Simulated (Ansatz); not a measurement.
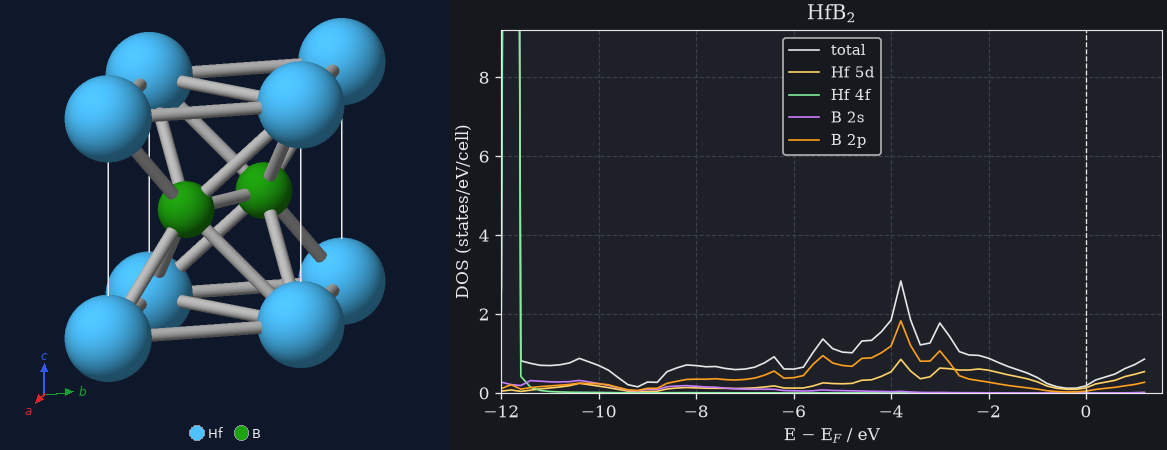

Density of states, beside the structure. Energies are counted from the Fermi level. The partial curves are projected on Löwdin-orthogonalised atomic shells.

Structure: HfB₂, space group P6/mmm, 3 atoms in the cell.

Method: DFT, PBE, PAW with Ansatz's default frozen-core files, scalar-relativistic, no spin polarisation, 13×13×11 k mesh, 420 eV cutoff, Fermi-Dirac smearing of 0.05 eV (Ansatz 0.2.0).

> What is the density of states at the Fermi level?

It is a metal. The density of states at the Fermi level is about 0.21 per eV and cell (mean within 0.25 eV), or 0.071 per atom.

> What carries the states at the Fermi level?

By projected weight, the states within 0.3 eV of the Fermi level are Hf 5d (70 %) and B 2p (25 %).

Spin-orbit coupling is left out, which matters for Hf.
